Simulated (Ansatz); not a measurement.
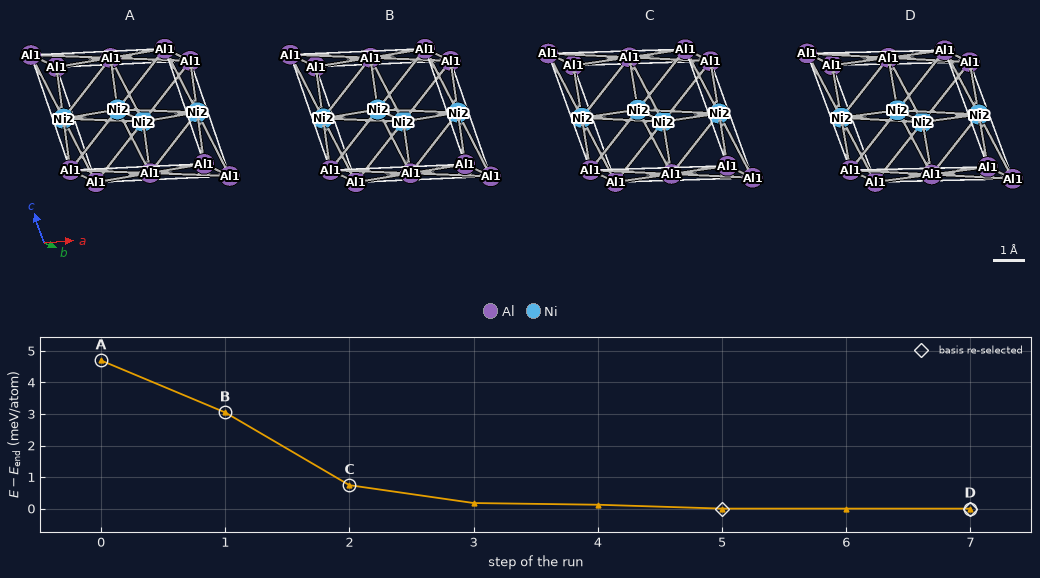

Frames of a relaxation of a crystal of AlNi (built on the database_12 type), marked on the history of the run. A ball-and-stick model of the conventional cell (2 times the calculation's cell), seen from a free direction. Lengths and directions refer to the drawn axes.

Case: structure listed in a database for this formula (C2/m, No. 12).

Computed with DFT PBE, scalar-relativistic, plane waves, PAW (Ansatz). Set-up: plane-wave cutoff 420 eV; k-point mesh 24 × 24 × 14; occupations gaussian; smearing width 0.1 eV; no spin polarisation; cell and atoms relaxed; force threshold 0.01 eV/Å; at most 80 steps.

### What happens along the run?

After 5 accepted moves (7 points after the start) the energy has fallen by 4.7 meV per atom. All forces vanish by symmetry, so only the cell relaxes. The pressure goes from 1.88 to 0.00 GPa. At 2 points the geometry stayed and the basis and grid were re-selected for the new cell (energy shift of 0.1 meV per atom at most each time). The atoms keep their places relative to the cell (all moves are under 0.005 Å). The drawn cell changes as follows: a 4.601 → 4.728 Å (+2.8 %), b 2.789 → 2.732 Å (−2.1 %), c 4.111 → 4.209 Å (+2.4 %), β 109.3° → 112.0°; the volume changes by +1.2 %. Some distances before and after: Al1–Al1 2.789 → 2.732 Å, Ni2–Ni2 2.789 → 2.732 Å, Al1–Al1 (another image) 2.690 → 2.730 Å, Ni2–Ni2 (another image) 2.690 → 2.730 Å. The space group (tolerance 0.01 Å) goes from C2/m (No. 12) to R-3m (No. 166). From step 0 to 1: volume +0.8 %, energy −1.6 meV per atom. From step 1 to 2: volume +1.0 %, energy −2.3 meV per atom. From step 2 to 7: volume −0.5 %, energy −0.7 meV per atom.

```tsv
step	E − E(0), meV/atom	pressure, GPa	volume, Å³/atom	note
0	0.00	1.88	12.452	
1	-1.65	0.70	12.552	
2	-3.95	-0.79	12.672	
3	-4.52	0.02	12.601	
4	-4.57	0.00	12.602	
5	-4.70	0.02	12.602	same geometry, new basis
6	-4.70	0.00	12.604	
7	-4.70	0.00	12.604	same geometry, new basis
```
